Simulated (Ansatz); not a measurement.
**Single-point calculation, with input and output: WSe (part 2 of 2)**

The same run, continued: WSe (Fm-3m, 2 atoms in the cell); DFT r2SCAN+U, scalar-relativistic, plane waves, PAW, Ueff = 6.2 eV on W d, spin-polarised (Ansatz 0.2.0); cutoff 500 eV, 12×12×12 k-mesh, Gaussian smearing of 0.1 eV, collinear spins. The structure was built on a prototype by a generator; it need not be a known phase. It belongs to a series of runs on one base structure; here: volume fm: 0.96 V/V0.

Geometry of the input (Å; fractional positions):
```
0.0000  2.8144  2.8144
2.8144  0.0000  2.8144
2.8144  2.8144  0.0000
W  0.0000  0.0000  0.0000
Se 0.5000  0.5000  0.5000
```

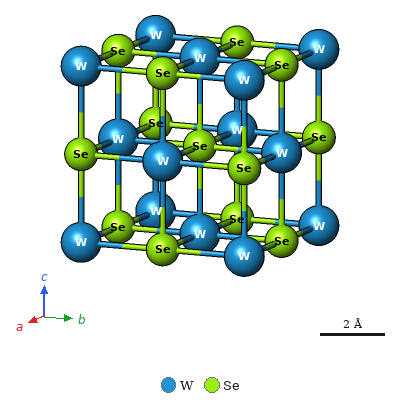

**Figure 1.** The structure (ball-and-stick view of the cell 4 times as large as that of the calculation, set on its symmetry axes, seen slightly off an axis). An atom can appear more than once, as a periodic image.

Log, continued:
```
k-points: 163 of 1728
Initial density: read from a saved state, or passed on in memory by an earlier SCF of this step, an earlier step, the calling program or the single point that the run made first
Starting moments: Σ|m| = 1 μB on 1 of 2 sites; this step starts from the density that it was given
Initial wavefunctions: those read from a saved state, or passed on in memory by an earlier step or the calling program
iter 1 solved again at ethr=4.24e-11 eV; its pass at ethr=3.33e-6 eV (dr2=1.27e-8 eV) is discarded
SCF iter   1: F=-15870.152844 eV  HF=-15870.152844 eV  |F-HF|=8.68e-9  |Δ(HF+E_count)|=         —  Δρ=4.18e-6 (↑4.18e-6 ↓4.09e-6)  dr2=1.27e-8  dr2_τ=5.72e-10  dr2_m=8.42e-11  M=4.000 μB ∫|m|=4.506 μB  ethr=4.24e-11  ⟨swp⟩=1.0  Hψ=36110  notcnv=0
preconditioner: auto → Kerker (q_TF=auto, 2.554 Å⁻¹)  [metal: Δε(μ)=0.020 eV  Ē_g=10.904 eV  σ=0.100 eV  W_gap=0.11  n_scr=14 (ndim 8)  ℏωp=19.3 eV  f_vac=0.000  D(μ)=1.16/eV (n_scr^D=8)]
spin=Collinear: Kerker preconditioning applied to the charge; magnetization (m = ρ↑ − ρ↓) channel mixes plain (no charge-response kernel on spin).
SCF iter   2: F=-15870.153056 eV  HF=-15870.153046 eV  |F-HF|=9.64e-6  |Δ(HF+E_count)|=   2.02e-4  Δρ=1.48e-4 (↑1.48e-4 ↓1.09e-4)  dr2=7.63e-6  dr2_τ=4.67e-7  dr2_m=3.67e-6  M=4.000 μB ∫|m|=4.504 μB  ethr=3.33e-6  ⟨swp⟩=1.0  Hψ=29132  notcnv=0
SCF iter   3: F=-15870.153440 eV  HF=-15870.153441 eV  |F-HF|=7.60e-7  |Δ(HF+E_count)|=   3.95e-4  Δρ=5.87e-5 (↑5.87e-5 ↓3.10e-5)  dr2=1.94e-6  dr2_τ=1.31e-7  dr2_m=4.92e-7  M=4.000 μB ∫|m|=4.497 μB  ethr=5.48e-8  ⟨swp⟩=1.0  Hψ=19289  notcnv=0
SCF iter   4: F=-15870.153442 eV  HF=-15870.153442 eV  |F-HF|=1.32e-8  |Δ(HF+E_count)|=   1.67e-6  Δρ=3.40e-6 (↑3.40e-6 ↓2.30e-6)  dr2=6.11e-9  dr2_τ=9.44e-10  dr2_m=6.08e-10  M=4.000 μB ∫|m|=4.496 μB  ethr=3.33e-10  ⟨swp⟩=2.0  Hψ=18944  notcnv=0
SCF iter   5: F=-15870.153442 eV  HF=-15870.153442 eV  |F-HF|=1.32e-8  |Δ(HF+E_count)|=  7.82e-11  Δρ=3.40e-6 (↑3.40e-6 ↓2.31e-6)  dr2=6.13e-9  dr2_τ=9.47e-10  dr2_m=6.11e-10  M=4.000 μB ∫|m|=4.496 μB  ethr=2.04e-11  ⟨swp⟩=1.0  Hψ=22545  notcnv=0
SCF 2 converged in 5 iterations: F = -15870.153442 eV  dr2 = 6.13e-9
an SCF along what the orbitals of the run's state read of its open shells (or to have them read: on a GPU, or by another smearing), with 32 of the crystal's symmetry operations given up (163 k-points in place of 72), reached no lower state that the run goes on to. This is no proof of a minimum
the search or the solves at the SCF's close seem to have found levels that the self-consistency loop had missed (the run counts 1). By its estimate they hold under 1e-12 electrons; where the run keeps them, the occupations were computed again with them
this state was not tested for a lower state beside it, because the mixer in use, unlike msr1, does not test its closes by its own steps (another_mixer; see scf.mixing.algorithm and scf.lower_state_search)
SCF converged after 22 iterations
Magnetization: 4.0000 μB (17.0000 up, 13.0000 down)
Absolute magnetization: 4.4859 μB (∫|ρ↑−ρ↓|, with the PAW one-centre terms)
Spin contamination: 0.1769 ħ² per cell (⟨S²⟩ above its minimum at these occupations)
Per-site moments (μB) at R_I (Å): [(3.1576851919994593, 1.16095936633875), (-0.21231829772928776, 1.16095936633875)]
Free energy (F): -15870.152844 eV
Harris-Foulkes:  -15870.152844 eV  (|F-HF|=8.67e-9)
Internal energy: -15870.147057 eV  (E = F + TS)
E sigma→0 (E₀):  -15870.149951 eV
Entropy (-TS):   -0.005787 eV (-2.894 meV/atom)
Fermi energy:    12.919457 eV
--- Per-component energies (eV) ---
  E_band       = -559.648043
  E_kinetic    = 573.392396
  E_local      = -3167.017437  (includes V_loc(G=0)·N_el)
  E_nonlocal   = -587.806010
  E_hartree    = 1454.543207
  E_xc         = -346.778836
  E_vxc        = -366.677416  (∫ρ·V_xc dr)
  E_hubbard    = 2.263953  (on-site DFT+U / exact-exchange correction)
  E_vhub       = -10.133751  (the Hubbard potential's part of the band-sum identity)
  E_paw        = -10521.225043  (= ΣΔE_a)
  E_vpaw       = 69.728561  (= ΣTr[D̂ρ^β])
  E_aug_tail   = -0.000260  (compensation charges beyond the density's cutoff)
  E_vtau       = 19.781984  (kinetic-family band-sum trace: ∫τ·v_τ [+ j·A + Jᵃ·Aᵃ] dr)
  E_ewald      = -3275.166307
  E_core_change = -2.352719  (= ΣΔE_core)
  E_smearing   = -0.005787  (= −TS)
  E_closure    = 0.000000  (closes the sum)
  Σ components = -15870.152844   (vs F -15870.152844, Δ=0.00e0)
--- Forces (eV/Å), atoms counted from 1 ---
  atom   1  W     -0.00000000     0.00000000     0.00000000
  atom   2  Se     0.00000000    -0.00000000     0.00000000
  max |Σ_I F_I| component: 5.46e-30 eV/Å
--- Stress (GPa, compression-positive) ---
        3.449238       0.000000       0.000000
        0.000000       3.449238      -0.000000
        0.000000      -0.000000       3.449238
  P = ⅓ Tr σ = 3.4492 GPa (34.492 kbar)
--- Band table (eV; the first three rows and the last of 144) ---
  k-point 0 ↑: bands = ["-63.2320", "-36.3064", "-36.3064", "-36.2945", "-36.2945", "-36.2945", "-27.2850", "-27.2850", "-27.2850", "-2.3379", "7.6730", "7.6730", "7.6730", "9.9553", "9.9553", "10.7797", "10.7797", "10.7797", "12.8463", "21.1969"]
  k-point 1 ↑: bands = ["-63.2319", "-36.3064", "-36.3064", "-36.2944", "-36.2944", "-36.2944", "-27.2876", "-27.2853", "-27.2853", "-2.2684", "7.5256", "7.6978", "7.6978", "9.4450", "9.4450", "10.2655", "11.4545", "11.4545", "13.5901", "21.2257"]
  k-point 2 ↑: bands = ["-63.2320", "-36.3063", "-36.3063", "-36.2943", "-36.2943", "-36.2943", "-27.2947", "-27.2859", "-27.2859", "-2.0700", "7.0173", "7.6956", "7.6956", "8.9348", "8.9348", "9.7008", "12.5147", "12.5147", "14.8831", "20.6323"]
  k-point 71 ↓: bands = ["-61.4562", "-36.3406", "-36.3404", "-36.3393", "-36.3393", "-36.3392", "-24.7042", "-24.7042", "-24.6952", "-1.1397", "8.2527", "8.2527", "8.4291", "16.1625", "17.4859", "17.4859", "18.1640", "19.5512", "21.0659", "21.3147"]
Occupation matrices written to [file]
--- Löwdin populations: 2 sites ---
  site symbol       q [e]    m [muB]
     0      W     13.3893     4.3300
     1     Se     16.5183    -0.3882
  spilling = 0.003080 (of n_electrons = 30.000000)
```

File populations.tsv:
```
# site	symbol	l	j	q_up	q_dn
# orbitals = lowdin
# n_electrons = 30.000000
# spilling = 0.003080
# projection_atom_W: [Kr 4d10 4f14] 5s2 5p6 5d4 6s2
# projection_atom_Se: [Ar] 3d10 4s2 4p4
0	W	0_5S	-	0.996636	0.996221
0	W	0_6S	-	0.458936	0.211007
0	W	1_5P	-	2.997459	2.998507
0	W	2_5D	-	4.406622	0.323920
1	Se	0_4S	-	0.925129	0.898642
1	Se	1_4P	-	2.139959	2.554785
1	Se	2_3D	-	4.999948	4.999814
```

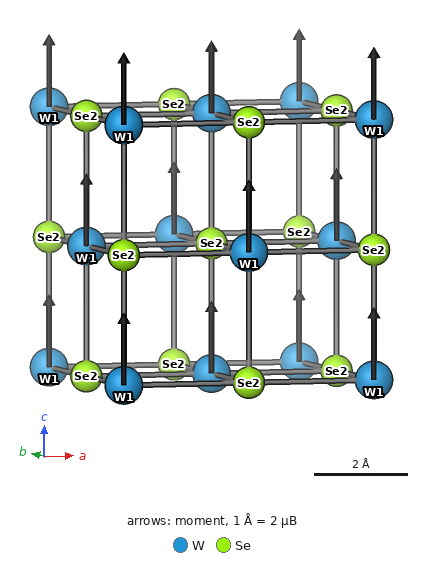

**Figure 2.** Magnetic moments of the sites as black arrows (ball-and-stick view of the cell 4 times as large as that of the calculation, set on its symmetry axes, seen at an oblique angle; atoms are numbered from 1 in the order of the input); small moments hardly show. The run is collinear, so the axis drawn is arbitrary. Site moments: W1 (3.16 μB); Se2 (−0.21 μB). They are counted near the atoms and needn't add up to the moment of the cell.

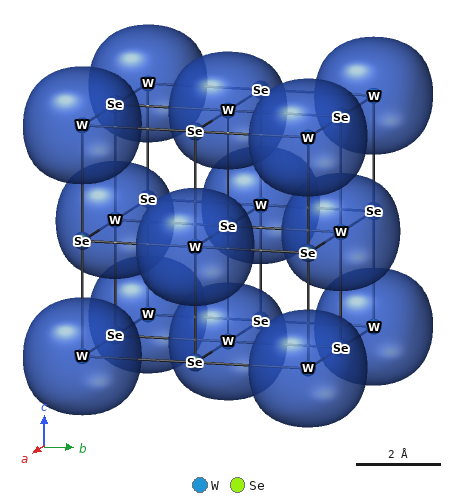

**Figure 3.** Isosurface of the spin density (up minus down) at +0.08 e/Å³ (blue), seen slightly off an axis. Sticks mark near contacts. The outline is the cell set on symmetry axes. The cell of the calculation (2 atoms) carries 4.0 μB net. Core electrons are frozen (PAW), so the fields are smoothed inside the atomic spheres.

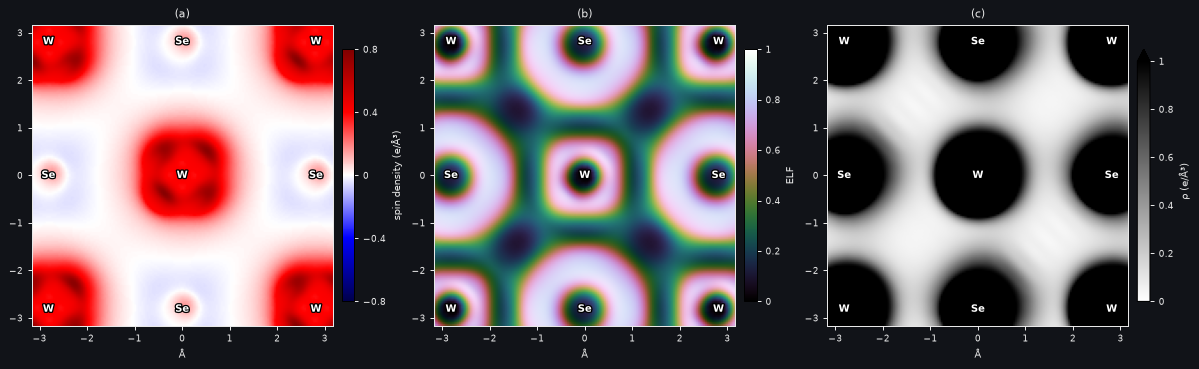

**Figure 4.** (a) spin density; (b) ELF; (c) valence electron density on the (100) plane of the conventional cell. Atoms in the plane: W and Se. W–Se (2.81 Å): ρ at the midpoint is about 0.32 e/Å³; the ELF is about 0.45 at the midpoint. Away from the nuclei the density in this plane falls to 0.07 e/Å³ at its lowest. The strong features right at W lie inside the PAW spheres (semicore, d or f shells) and say nothing about bonding. The cell of the calculation (2 atoms) carries 4.0 μB net.

Key numbers:

```json
{"quantity": "outcome", "value": "converged"}
{"quantity": "space group (tolerance 0.01 Å)", "value": "Fm-3m (225)"}
{"quantity": "electrons treated", "value": "30"}
{"quantity": "free energy", "value": "−15870.1528 eV"}
{"quantity": "Fermi energy", "value": "12.919 eV"}
{"quantity": "gap on the k-point mesh", "value": "none (metallic)"}
{"quantity": "net moment of the cell", "value": "4.00 μB"}
{"quantity": "integrated absolute moment", "value": "4.49 μB"}
{"quantity": "pressure", "value": "3.45 GPa"}
{"quantity": "largest force (length of the vector)", "value": "under 0.001 eV/Å"}
{"quantity": "wall time", "value": "1.8 min"}
{"quantity": "peak memory", "value": "1.3 GiB"}
```

The electronic state found may not be the lowest one. The program warns: the state was not tested for a lower one. Spin–orbit coupling is left out, which matters for W.
